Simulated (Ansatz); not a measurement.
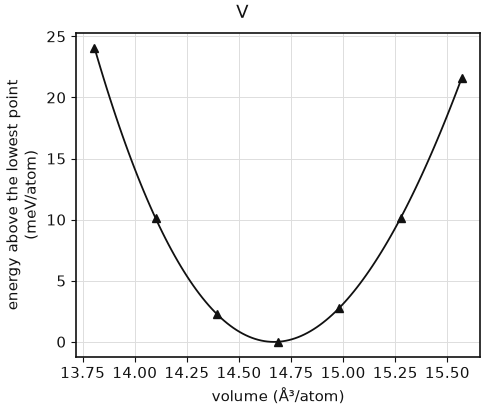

The figure shows the energy above the lowest point against volume for V, space group Pm-3m (No. 221) (one of a set of cubic test structures, which need not be the stable phase).

Calculation (Ansatz 0.2.0 development build): equation of state of a cubic crystal from periodic Kohn-Sham density functional theory without spin, third-order Birch-Murnaghan fit to the free energies; pressure corrected for the finite basis. Level: PBE.

| setting | value |
| --- | --- |
| structure type | simple cubic |
| atoms in cell | 1 |
| space group number | 221 |
| lattice centring | simple cubic |
| k mesh | 22×22×22 |
| occupation method | Fermi–Dirac |
| occupation width | 0.06123 eV |
| wave cutoff | 700 eV |
| datasets | hard PAW |
| density tolerance | 1e−09 eV |
| bands | 11 |
| density cutoff ratio | 4 |
| search for lower states | default |

From this curve and the settings, what does the calculation give for the pressure at the same points?

The pressure falls from 9.4 GPa at volume 13.81 Å³/atom to −7.3 GPa at 15.57 Å³/atom, and changes sign near 14.67 Å³/atom.

```csv
volume (Å³/atom),pressure (GPa)
13.81,9.4
14.10,5.9
14.39,2.7
14.69,-0.2
14.98,-2.8
15.28,-5.2
15.57,-7.3
```

Note: cubic model structure, not the ambient form; modest k-mesh, values are not fully converged in k.
